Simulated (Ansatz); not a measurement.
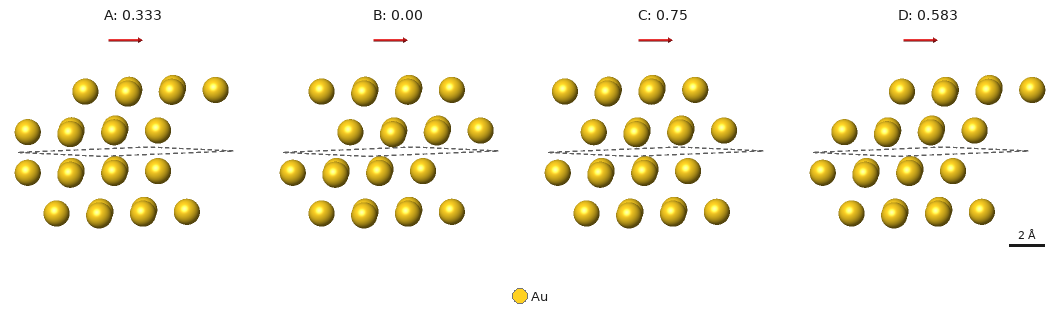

A scan of a crystal of Au (Fm-3m): the crystal above a cut along the (1 1 1) plane of the conventional cell (between a plane of Au below and one of Au above, 2.36 Å apart) is slid rigidly by fractions of an in-plane lattice vector 5.01 Å long (a generalised stacking fault). One cut stands in each cell, which starts 14.2 Å high; nothing is relaxed, and the dashed outline marks the cut, the arrow on top the direction of slip. The picture is a spheres-only view of the layers on both sides of the cut, seen from the side, nearly along the cut plane.

Computed with Ansatz, DFT PBEsol, scalar-relativistic, plane waves, PAW. Settings: plane-wave cutoff 420 eV; k-point mesh 18 × 18 × 4; occupations gaussian; smearing width 0.15 eV; no spin polarisation. Energies (free energies at the smearing named) are counted from the cell as listed in its source, which wasn't relaxed.

Question: Rank the frames from lowest to highest energy.

Answer: Lowest first: B (the slip 0.00, 0 mJ/m²), C (the slip 0.75, 86 mJ/m²), D (the slip 0.583, 162 mJ/m²), A (the slip 0.333, 1660 mJ/m²). Over the whole scan: the curve starts and ends at zero, since a full lattice vector restores the crystal. Its highest computed point is 1660 mJ/m² at slip 0.333. The local minimum at 0.667 (38 mJ/m²) is a metastable fault on this line; the lower of the two humps that part it from the perfect crystal is 115 mJ/m² high. The path isn't symmetric about half-way. Relaxation across the fault would lower the values.
